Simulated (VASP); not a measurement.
# Geometry relaxation of PtS₂ (part 2 of 4)

The same run, continued: PtS₂ (P-3m1, 3 atoms in the cell); Kohn-Sham DFT of a periodic cell, BLYP with D3(BJ), VASP PAW PBE potentials, recommended, no spin polarisation (VASP 6.6.1); cutoff 600 eV, 9×9×5 k-mesh, fermi-dirac of 0.05 eV. The structure derives from an entry of the Crystallography Open Database.

Geometry of the input (Å; fractional positions):
```
3.5432  0.0000  0.0000
-1.7716  3.0685  0.0000
0.0000  0.0000  5.0388
Pt 0.0000  0.0000  0.0000
S  0.6667  0.3333  0.7730
S  0.3333  0.6667  0.2270
```

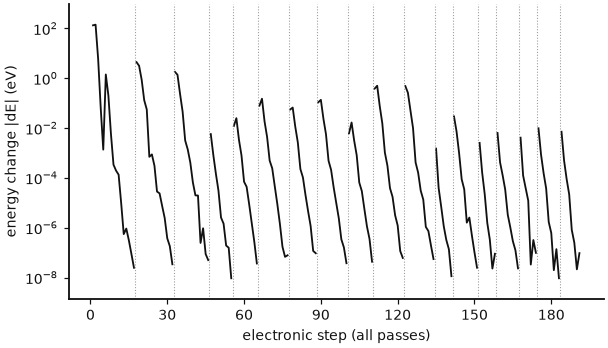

Figure 1. Convergence of the self-consistent field: energy change |dE| against the electronic step. Each stretch between dotted lines is the SCF of one geometry step of a relaxation. The 18 ionic steps take 7 to 17 electronic steps each. The density is held fixed in the first few steps, and dE rises again when its update begins.

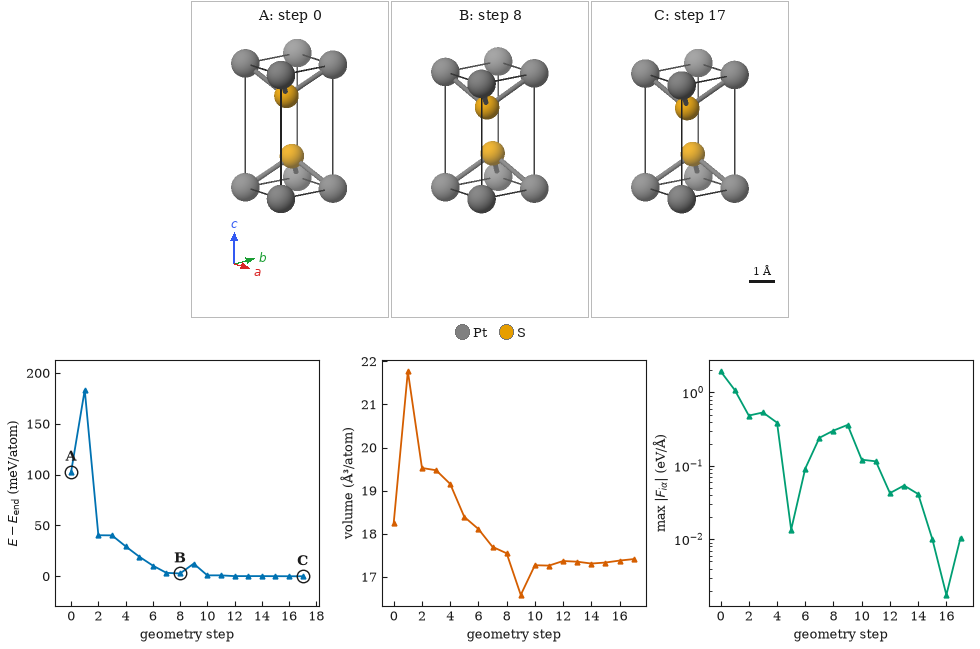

Figure 2. Frames of the relaxation (ball-and-stick view of the cell of the calculation, seen slightly off an axis) above the curves, on which the letters mark them (steps are counted from 0).

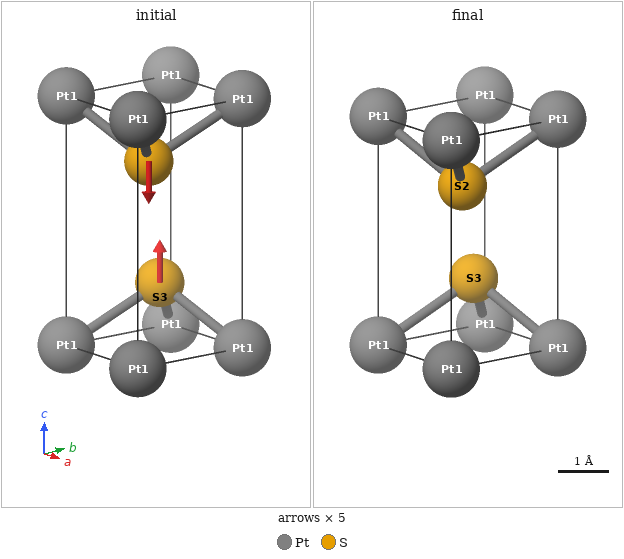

Figure 3. Before (left) and after (right) the relaxation, at one scale (ball-and-stick view of the cell of the calculation, seen slightly off an axis). The red arrows give the displacements (without the part carried along by the change of the cell), magnified 5 times. After 17 geometry steps the energy has fallen by 103 meV per atom. Largest force component: 1.9 eV/Å at the start, 0.011 eV/Å at the end. The largest moves relative to the cell, 0.17 Å, are those of S2 and S3. Pt stays in place. The volume changes by −4.6 %, with a = b 3.543 → 3.612 Å (+1.9 %), c 5.039 → 4.624 Å (−8.2 %). Among the contacts that change: Pt1–S2 2.344 → 2.418 Å. The space group stays P-3m1 (No. 164). (Atoms are counted from 1 in the order of the input.)

**Parts of OUTCAR**
```
SYSTEM = PtS2
   PREC = Accurate
   ENCUT = 600
   EDIFF = 1E-7
   ISMEAR = -1
   LREAL = .FALSE.
   LASPH = .TRUE.
   NELM = 80
   ISIF = 3
   GGA = B5
   IVDW = 12
   VDW_S6 = 1.0
   VDW_S8 = 2.6996
   VDW_A1 = 0.4298
   VDW_A2 = 4.2359
   IBRION = 2
   NSW = 60
   EDIFFG = -0.02
     VDW_S6 = 1
     VDW_S8 = 2.7
     VDW_A1 = 0.43
     VDW_A2 = 4.236
 IVDW          = 12
 VDW_S6        =  1.00000000  s6, scaling of the dipole-dipole dispersion
 VDW_S8        =  2.69960000  s8, scaling of the dipole-quadrupole dispersion
 VDW_A1        =  0.42980000  a1, scaling of the critical radii
 VDW_A2        =  4.23590000  a2, offset of the critical radii
 VDW_RADIUS    = 50.20216178  two-body interaction cutoff (in Angstroms)
 VDW_CNRADIUS  = 21.16708996  CN, coordination number cutoff (in Angstroms)

 ion  position               nearest neighbor table
   1  0.000  0.000  0.000-   2 2.34   3 2.34   2 2.34   3 2.34   2 2.34   3 2.34
   2  0.667  0.333  0.773-   1 2.34   1 2.34   1 2.34
   3  0.333  0.667  0.227-   1 2.34   1 2.34   1 2.34

  LATTYP: Found a hexagonal cell.
 ALAT       =     3.5432000000
 C/A-ratio  =     1.4221043125

  Lattice vectors:

 A1 = (   3.5432000000,   0.0000000000,   0.0000000000)
 A2 = (  -1.7716000000,   3.0685012107,   0.0000000000)
 A3 = (   0.0000000000,   0.0000000000,   5.0388000000)

Analysis of symmetry for initial positions (statically):
=====================================================================
 Subroutine PRICEL returns:
 Original cell was already a primitive cell.

 Routine SETGRP: Setting up the symmetry group for a
 hexagonal supercell.

 Subroutine GETGRP returns: Found 12 space group operations
 (whereof 12 operations were pure point group operations)
 out of a pool of 24 trial point group operations.

The static configuration has the point symmetry D_3d.

Analysis of symmetry for dynamics (positions and initial velocities):
=====================================================================
 Subroutine PRICEL returns:
 Original cell was already a primitive cell.

 Routine SETGRP: Setting up the symmetry group for a
 hexagonal supercell.

 Subroutine GETGRP returns: Found 12 space group operations
 (whereof 12 operations were pure point group operations)
 out of a pool of 24 trial point group operations.

The dynamic configuration has the point symmetry D_3d.

 Subroutine INISYM returns: Found 12 space group operations
 (whereof 12 operations are pure point group operations),
 and found     1 'primitive' translations

----------------------------------------------------------------------------------------

                                     Primitive cell

  volume of cell :      54.7834

  direct lattice vectors                    reciprocal lattice vectors
     3.543200000  0.000000000  0.000000000     0.282230752  0.162946001  0.000000000
    -1.771600000  3.068501211  0.000000000     0.000000000  0.325892001  0.000000000
     0.000000000  0.000000000  5.038800000     0.000000000  0.000000000  0.198459951

  length of vectors
     3.543200000  3.543200000  5.038800000     0.325892001  0.325892001  0.198459951

  position of ions in fractional coordinates (direct lattice)
     0.000000000  0.000000000  0.000000000
     0.666666667  0.333333333  0.773000000
     0.333333333  0.666666667  0.227000000

  ion indices of the primitive-cell ions
   primitive index   ion index
                 1           1
                 2           2
                 3           3

----------------------------------------------------------------------------------------

 KPOINTS: regular mesh

Automatic generation of k-mesh.
 Grid dimensions read from file:
 generate k-points for:    9    9    5

 Generating k-lattice:

  Cartesian coordinates                     Fractional coordinates (reciprocal lattice)
     0.031358972  0.018105111  0.000000000     0.111111111  0.000000000  0.000000000
     0.000000000  0.036210222  0.000000000     0.000000000  0.111111111  0.000000000
     0.000000000  0.000000000  0.039691990     0.000000000  0.000000000  0.200000000

  Length of vectors
     0.036210222  0.036210222  0.039691990

  Shift w.r.t. Gamma in fractional coordinates (k-lattice)
     0.000000000  0.000000000  0.000000000

 Subroutine IBZKPT returns following result:
 ===========================================

 Found     50 irreducible k-points:

 Following reciprocal coordinates:
            Coordinates               Weight
  0.000000  0.000000  0.000000      1.000000
  0.111111 -0.000000  0.000000      6.000000
  0.222222  0.000000  0.000000      6.000000
  0.333333  0.000000  0.000000      6.000000
  0.444444  0.000000  0.000000      6.000000
  0.111111  0.111111  0.000000      6.000000
  0.222222  0.111111  0.000000     12.000000
  0.333333  0.111111  0.000000     12.000000
  0.444444  0.111111  0.000000      6.000000
  0.222222  0.222222  0.000000      6.000000
  0.333333  0.222222  0.000000     12.000000
  0.333333  0.333333  0.000000      2.000000
  0.000000  0.000000  0.200000      2.000000
  0.111111 -0.000000  0.200000      6.000000
  0.000000  0.111111  0.200000      6.000000
  0.222222  0.000000  0.200000      6.000000
  0.000000  0.222222  0.200000      6.000000
  0.333333  0.000000  0.200000      6.000000
  0.000000  0.333333  0.200000      6.000000
  0.444444  0.000000  0.200000      6.000000
  0.000000  0.444444  0.200000      6.000000
  0.111111  0.111111  0.200000     12.000000
  0.222222  0.111111  0.200000     12.000000
 -0.111111  0.333333  0.200000     12.000000
 [... further k-points ...]
   k-points           NKPTS =     50   k-points in BZ     NKDIM =     50   number of bands    NBANDS=     15
   number of dos      NEDOS =    301   number of ions     NIONS =      3
   total plane-waves  NPLWV =  31360
   dimension x,y,z NGX =    28 NGY =   28 NGZ =   40
   dimension x,y,z NGXF=    56 NGYF=   56 NGZF=   80
   ions per type =               1   2
   NGX,Y,Z   is equivalent  to a cutoff of  13.14, 13.14, 13.20 a.u.
   NGXF,Y,Z  is equivalent  to a cutoff of  26.28, 26.28, 26.39 a.u.
 SYSTEM =  PtS2
   PREC   = accura    normal or accurate (medium, high low for compatibility)
   ISTART =      0    job   : 0-new  1-cont  2-samecut
   ICHARG =      2    charge: 1-file 2-atom 10-const
   ISPIN  =      1    spin polarized calculation?
   LNONCOLLINEAR =      F non collinear calculations
   LSORBIT =      F    spin-orbit coupling
   LASPH  =      T    aspherical Exc in radial PAW
   ENCUT  =  600.0 eV  44.10 Ry    6.64 a.u.   7.08  7.08 10.06*2*pi/ulx,y,z
   NELM   =     80;   NELMIN=  2; NELMDL= -5     # of ELM steps
   EDIFF  = 0.1E-06   stopping-criterion for ELM
   LREAL  =      F    real-space projection
   EDIFFG = -.2E-01   stopping-criterion for IOM
   NSW    =     60    number of steps for IOM
   IBRION =      2    ionic relax: 0-MD 1-quasi-New 2-CG
   NFREE  =      1    steps in history (QN), initial steepest desc. (CG)
   ISIF   =      3    stress and relaxation
   ISYM   =      2    0-nonsym 1-usesym 2-fastsym
   POTIM  = 0.5000    time-step for ionic-motion
   TEBEG  =    0.0;   TEEND  =   0.0 temperature during run
   PSTRESS=    0.0 pullay stress
   NELECT =      22.0000    total number of electrons
   NUPDOWN=      -1.0000    fix difference up-down
   EMIN   =  10.00;   EMAX   =-10.00  energy-range for DOS
   EFERMI =   0.00;   METHOD = LEGACY
   ISMEAR =    -1;   SIGMA  =   0.05  broadening in eV -4-tet -1-fermi 0-gaus
   EFERMI_NEDOS =   21; number of points for ismear=-14 and -15
   IALGO  =     68    algorithm
   IMIX   =      4    mixing-type and parameters
     AMIX     =   0.40;   BMIX     =  1.00
     AMIX_MAG =   1.60;   BMIX_MAG =  1.00
  volume/ion in A,a.u.               =      18.26       123.23
  Fermi-wavevector in a.u.,A,eV,Ry     =   1.207812  2.282434 19.848315  1.458810
  Thomas-Fermi vector in A             =   2.343439
   LORBIT       =      0    0 simple, 1 ext, 2 COOP (PROOUT), +10 PAW based schemes
   GGA     = B5    functional components
   LHFCALC =     F    Hartree Fock is set to
   AEXX    =    0.0000 exact exchange contribution
   IVDW    =    12    specifies the selected vdW correction
   LEPSILON=     F    determine dielectric tensor
   LRPA    =     F    only Hartree local field effects (RPA)
 conjugate gradient relaxation of ions
 non-spin polarized calculation
 RMM-DIIS sequential band-by-band and
  energy-cutoff  :      600.00
  volume of cell :       54.78
 maximum number of plane-waves:      1863
   NGX = 15   NGY = 15   NGZ = 21

--------------------------------------- Ionic step        1  -------------------------------------------

 number of electron      22.0000000 magnetization

 Free energy of the ion-electron system (eV)
  ---------------------------------------------------
  ext. energy  EPLUGINS =         0.00000000
  ---------------------------------------------------
  free energy    TOTEN  =       -12.90008723 eV

  energy without entropy =      -12.90008431  energy(sigma->0) =      -12.90008577

------------------------ aborting loop because EDIFF is reached ----------------------------------------

 Edisp (eV)   -2.78285

 E8    (eV) :    -1.9644

  FORCE on cell =-STRESS in cart. coord.  units (eV):
  Direction    XX          YY          ZZ          XY          YZ          ZX
  --------------------------------------------------------------------------------------
  -------------------------------------------------------------------------------------
  Total       4.23535     4.23535     2.79537     0.00000     0.00000     0.00000
  in kB     123.86567   123.86567    81.75250     0.00000     0.00000     0.00000
  external pressure =      109.83 kB  Pullay stress =        0.00 kB

 VOLUME and BASIS-vectors are now :
 -----------------------------------------------------------------------------
  energy-cutoff  :      600.00
  volume of cell :       54.78
      direct lattice vectors                 reciprocal lattice vectors
     3.543200000  0.000000000  0.000000000     0.282230752  0.162946001  0.000000000
    -1.771600000  3.068501211  0.000000000     0.000000000  0.325892001  0.000000000
     0.000000000  0.000000000  5.038800000     0.000000000  0.000000000  0.198459951

 POSITION                                       TOTAL-FORCE (eV/Angst)
 -----------------------------------------------------------------------------------
      0.00000      0.00000      0.00000         0.000000      0.000000      0.000000
      1.77160      1.02283      3.89499        -0.000000      0.000000     -1.944019
     -0.00000      2.04567      1.14381        -0.000000     -0.000000      1.944019
 -----------------------------------------------------------------------------------
    total drift:                                0.000000     -0.000000      0.000000

  FREE ENERGIE OF THE ION-ELECTRON SYSTEM (eV)
  ---------------------------------------------------
  free  energy   TOTEN  =       -15.6829384646 eV

  energy  without entropy=      -15.6829355415  energy(sigma->0) =      -15.68293700

--------------------------------------- Ionic step        2  -------------------------------------------

 number of electron      21.9999998 magnetization

------------------------ aborting loop because EDIFF is reached ----------------------------------------

 Edisp (eV)   -2.32772

 E8    (eV) :    -1.6447

  FORCE on cell =-STRESS in cart. coord.  units (eV):
  Direction    XX          YY          ZZ          XY          YZ          ZX
  --------------------------------------------------------------------------------------
  -------------------------------------------------------------------------------------
  Total      -6.39465    -6.39465    -4.62901     0.00000     0.00000     0.00000
  in kB    -156.87422  -156.87422  -113.55925     0.00000     0.00000     0.00000
  external pressure =     -142.44 kB  Pullay stress =        0.00 kB

 VOLUME and BASIS-vectors are now :
 -----------------------------------------------------------------------------
  energy-cutoff  :      600.00
  volume of cell :       65.31
      direct lattice vectors                 reciprocal lattice vectors
     3.784520972  0.000000000  0.000000000     0.264234234  0.152555706  0.000000000
    -1.892260486  3.277491303  0.000000000     0.000000000  0.305111412  0.000000000
     0.000000000  0.000000000  5.265304376     0.000000000 -0.000000000  0.189922544

 POSITION                                       TOTAL-FORCE (eV/Angst)
 -----------------------------------------------------------------------------------
      0.00000      0.00000      0.00000        -0.000000      0.000000     -0.000000
      1.89226      1.09250      3.97208        -0.000000     -0.000000      1.082381
     -0.00000      2.18499      1.29322         0.000000      0.000000     -1.082381
 -----------------------------------------------------------------------------------
    total drift:                               -0.000000      0.000000     -0.000000

  FREE ENERGIE OF THE ION-ELECTRON SYSTEM (eV)
  ---------------------------------------------------
  free  energy   TOTEN  =       -15.4412229501 eV

  energy  without entropy=      -15.4410131755  energy(sigma->0) =      -15.44111806

--------------------------------------- Ionic step        3  -------------------------------------------

 number of electron      22.0000001 magnetization

------------------------ aborting loop because EDIFF is reached ----------------------------------------

 Edisp (eV)   -2.60167

 E8    (eV) :    -1.8374
```
